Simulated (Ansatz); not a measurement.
**Energy of Fe along an even scaling of the cell**

System: Fe (P6₃/mmc, 2 atoms in the cell).
Method: Kohn-Sham DFT of a periodic cell, PBE, Ansatz PAW, spin-polarised (Ansatz 0.2.0).

The 6 runs differ only in the geometry, by an even scaling of the cell at fixed fractional positions. The structure derives from a Materials Project entry.

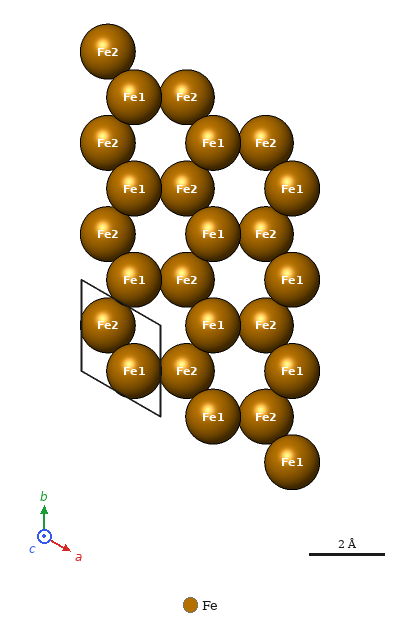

Figure 1. The structure of run 4 (spheres-only view of the cell of the calculation, repeated 3 × 4 × 1, along the c axis; atoms are numbered from 1 in the order of the input).

### Input of run 4
```yaml
crystal:
  lattice:
    - [2.4341575853, 0.0, 0.0]
    - [-1.2170787927, 2.1080423057, 0.0]
    - [0.0, 0.0, 3.84193447]
  atoms:
    - { symbol: Fe, position: [0.6666666667, 0.3333333333, 0.75], spin: 3.0 }
    - { symbol: Fe, position: [0.3333333333, 0.6666666667, 0.25], spin: 3.0 }
hamiltonian:
  xc: pbe
  pseudopotentials: { kind: paw }
magnetization:
  spin_polarized: true
kpoints:
  mp_grid: { grid: [12, 12, 7] }
scf:
  occupations: { method: fermi_dirac, width: 0.05 }
output:
  forces: true
  stress: true
  eigenvalues: true
```

Command:
```bash
ansatz run input.yaml --threads 2 --pin off --max-ram 5120MiB --backend cpu --events-out ev --progress --plain --runs-dir out
```

Lattice vectors (Å) and fractional positions of run 4:
```
   2.434158    0.000000    0.000000
  -1.217079    2.108042    0.000000
   0.000000    0.000000    3.841934
Fe  0.666667  0.333333  0.750000
Fe  0.333333  0.666667  0.250000
```

Run 3 differs from it as follows:
```diff
-    - [2.4341575853, 0.0, 0.0]
-    - [-1.2170787927, 2.1080423057, 0.0]
-    - [0.0, 0.0, 3.84193447]
+    - [2.417820465, 0.0, 0.0]
+    - [-1.2089102325, 2.0938939445, 0.0]
+    - [0.0, 0.0, 3.816148898]
```

### Results, with one run withheld

```tsv
run	volume per atom (Å³)	free energy per atom, from the lowest run given (meV)	pressure (GPa)
1	9.266	91.94	34.64
2	9.463	54.88	25.77
3	9.660	?	?
4	9.857	10.73	10.67
5	10.054	1.63	4.26
6	10.251	0.00	−1.50
```

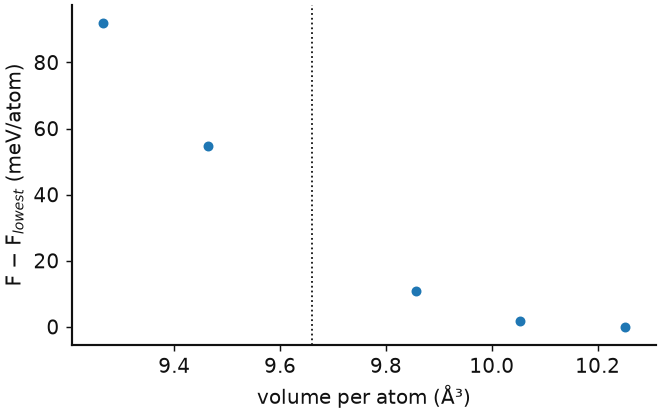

Figure 2. Free energy per atom of the runs given; the dotted line marks run 3.

Fit the runs given and predict run 3.

A cubic polynomial in V^(−2/3) (the Birch–Murnaghan form), fitted to the 5 runs given, misses them by under 0.01 meV per atom. With x = V^(−2/3) − 0.21886 Å⁻², it reads F = 17.63 + 5785.3 x + 4.7162e+05 x² + 5.9511e+05 x³ (meV per atom). At run 3 it gives 28.17 meV per atom, and the run itself gives 28.16. The slope of the fit gives a pressure −dF/dV of 17.82 GPa there, and the run prints 17.81 GPa. The fit has its minimum at 10.197 Å³ per atom, where V d²F/dV² gives 291 GPa. Cell shape and fractional positions are held, so this is the stiffness under even scaling; the relaxed bulk modulus wasn't computed.

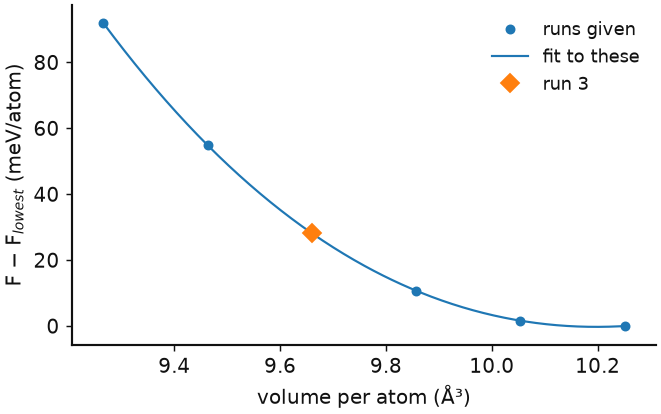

Figure 3. The fit and the withheld run.

### Output, shortened to warnings, some set-up lines, iterations and results (run 3)
```
WARN: the starting moments were not kept: the SCF closed with an absolute magnetisation of 3.5e-6 μB, where they sum to 6 μB in size (2 sites). That is at most 0.1 of that sum. Measured as dr2_m measures the in/out step, that magnetisation stands 1.1e-11 eV from none, at or under the dr2_threshold of 1.0e-7 eV: it is no larger than a step whose dr2_m would equal this threshold. The system may …
Basis set: ecut = 420 eV, 379 PW (Γ), exchange–correlation on 36×36×54 points (8 copies of the dense FFT grid, shifted against one another)
Symmetry: 24 space group operations
k-points: 76 of 1008
Initial density: superposition of atomic densities (chi_scale 0.1, normalization cell)
[...]
SCF iter   1: F=—  HF=-8963.552520 eV  |F-HF|=—  |Δ(HF+E_count)|=         —  Δρ=4.14e-1 (↑4.14e-1 ↓2.24e-1)  dr2=5.67e0  dr2_m=1.76e1  M=0.668 μB ∫|m|=0.730 μB  β_m=0.30  …
SCF iter   2: F=—  HF=-8960.280196 eV  |F-HF|=—  |Δ(HF+E_count)|=    3.27e0  Δρ=2.52e-1 (↑2.52e-1 ↓1.90e-1)  dr2=7.24e-1  dr2_m=8.58e0  M=0.690 μB ∫|m|=0.735 μB  β_m=0.58  …
SCF iter   3: F=—  HF=-8961.723088 eV  |F-HF|=—  |Δ(HF+E_count)|=    1.44e0  Δρ=1.45e-1 (↑1.45e-1 ↓3.02e-2)  dr2=2.75e0  dr2_m=8.92e-1  M=0.156 μB ∫|m|=0.198 μB  β_m=0.50  …
SCF iter   4: F=—  HF=-8960.722133 eV  |F-HF|=—  |Δ(HF+E_count)|=    1.00e0  Δρ=2.32e-2 (↑3.94e-3 ↓2.32e-2)  dr2=4.68e-2  dr2_m=2.94e-2  M=0.076 μB ∫|m|=0.111 μB  β_m=0.75  …
SCF iter   5: F=—  HF=-8960.775906 eV  |F-HF|=—  |Δ(HF+E_count)|=   5.38e-2  Δρ=9.43e-3 (↑7.38e-3 ↓9.43e-3)  dr2=3.21e-2  dr2_m=4.00e-4  M=0.010 μB ∫|m|=0.027 μB  β_m=0.87  …
SCF iter   6: F=—  HF=-8960.769941 eV  |F-HF|=—  |Δ(HF+E_count)|=   5.97e-3  Δρ=1.41e-3 (↑8.39e-4 ↓1.41e-3)  dr2=6.01e-4  dr2_m=2.10e-5  M=-0.002 μB ∫|m|=0.002 μB  β_m=0.80  …
SCF iter   7: F=—  HF=-8960.769993 eV  |F-HF|=—  |Δ(HF+E_count)|=   5.24e-5  Δρ=2.60e-4 (↑2.50e-4 ↓2.60e-4)  dr2=2.58e-5  dr2_m=9.02e-7  M=-0.000 μB ∫|m|=0.001 μB  β_m=0.90  …
SCF iter   8: F=—  HF=-8960.769994 eV  |F-HF|=—  |Δ(HF+E_count)|=   3.91e-7  Δρ=4.19e-5 (↑4.19e-5 ↓3.87e-5)  dr2=5.42e-8  dr2_m=2.63e-7  M=0.000 μB ∫|m|=0.000 μB  β_m=0.85  …
SCF iter   9: F=—  HF=-8960.769994 eV  |F-HF|=—  |Δ(HF+E_count)|=   9.35e-8  Δρ=1.29e-5 (↑1.29e-5 ↓1.25e-5)  dr2=8.09e-9  dr2_m=2.31e-8  M=0.000 μB ∫|m|=0.000 μB  β_m=0.93  …
SCF iter  10: F=—  HF=-8960.769994 eV  |F-HF|=—  |Δ(HF+E_count)|=   6.52e-9  Δρ=1.74e-6 (↑1.74e-6 ↓1.08e-6)  dr2=9.90e-10  dr2_m=2.41e-11  M=0.000 μB ∫|m|=0.000 μB  β_m=0.91  …
SCF iter  11: F=-8960.769994 eV  HF=-8960.769994 eV  |F-HF|=5.28e-11  |Δ(HF+E_count)|=  2.95e-10  Δρ=4.60e-7 (↑4.60e-7 ↓2.64e-7)  dr2=7.25e-11  dr2_m=2.46e-12  M=0.000 μB …
SCF 1 converged in 11 iterations: F = -8960.769994 eV  dr2 = 7.25e-11
WARN: the starting moments were not kept: the SCF closed with an absolute magnetisation of 3.5e-6 μB, where they sum to 6 μB in size (2 sites). That is at most 0.1 of that sum. Measured as dr2_m measures the in/out step, that magnetisation stands 1.1e-11 eV from none, at or under the dr2_threshold …
SCF converged after 11 iterations
Magnetization: 0.0000 μB (16.0000 up, 16.0000 down)
Absolute magnetization: 0.0000 μB (∫|ρ↑−ρ↓|, with the PAW one-centre terms)
Spin contamination: 0.0000 ħ² per cell (⟨S²⟩ above its minimum at these occupations)
Per-site moments (μB) at R_I (Å): [(1.6617200066910468e-6, 0.9752259625867343), (1.661720006396715e-6, 0.9752259625867343)]
Free energy (F): -8960.769994 eV
Harris-Foulkes:  -8960.769994 eV  (|F-HF|=5.28e-11)
Internal energy: -8960.751076 eV  (E = F + TS)
E sigma→0 (E₀):  -8960.760535 eV
Entropy (-TS):   -0.018918 eV (-9.459 meV/atom)
Fermi energy:    22.510155 eV
--- Per-component energies (eV) ---
  E_band       = -312.171559
  E_kinetic    = 714.980345
  E_local      = -3717.845439  (includes V_loc(G=0)·N_el)
  E_nonlocal   = 425.197300
  E_hartree    = 1582.381817
  E_xc         = -240.519960
  E_vxc        = -310.072857  (∫ρ·V_xc dr)
  E_paw        = -2726.731683  (= ΣΔE_a)
  E_vpaw       = -589.197466  (= ΣTr[D̂ρ^β])
[...]
```

Warnings of the run: some starting moments were not kept.
